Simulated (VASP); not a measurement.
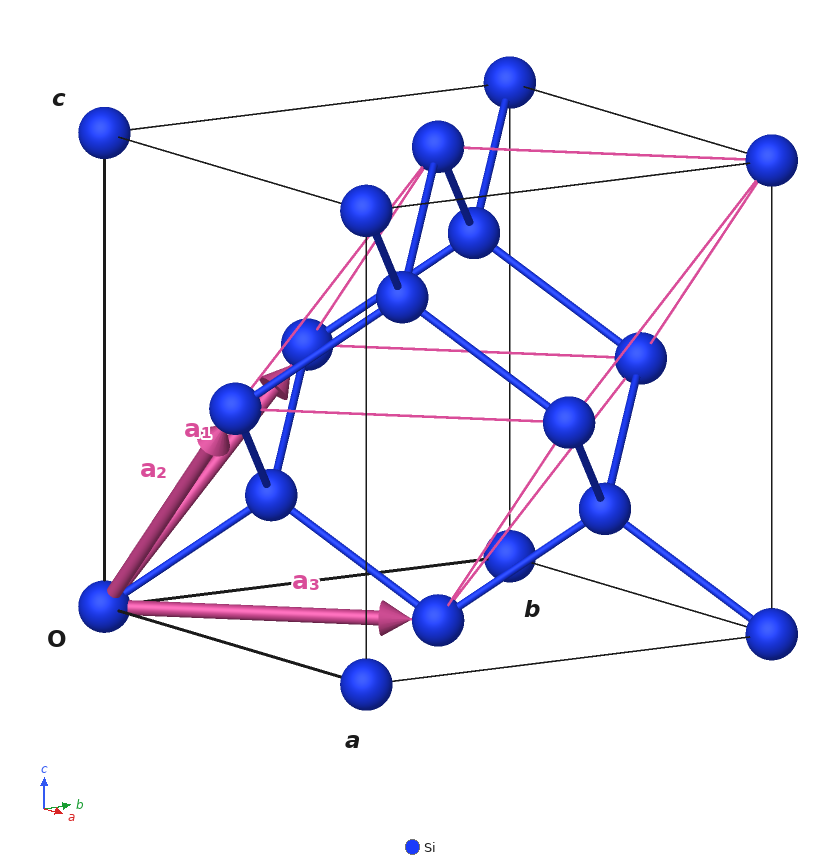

Crystal: Si, the end point of a relaxation with VASP Kohn-Sham DFT of a periodic cell, optB86b-vdW, VASP PAW PBE potentials, recommended (VASP). The conventional cell (thin) and a primitive cell (coloured, vectors a₁, a₂, a₃). All values are computed from the atomic coordinates in the standard setting (tolerance 0.002 Å).

a = 5.456 Å, b = 5.456 Å, c = 5.456 Å, α = 90.00°, β = 90.00°, γ = 90.00°.

Q: What is the centring, and how are the primitive vectors built?

A: F, face-centred cubic, with lattice points at (0, 0, 0), (1/2, 1/2, 0), (1/2, 0, 1/2), (0, 1/2, 1/2). a₁ = 1/2 b + 1/2 c; a₂ = 1/2 a + 1/2 c; a₃ = 1/2 a + 1/2 b.

Q: Give the primitive cell's size and content.

A: Edges 3.858, 3.858, 3.858 Å; angles 60.00°, 60.00°, 60.00°; volume 40.59 Å³, 1/4 of the conventional cell; 2 of its 8 atoms.
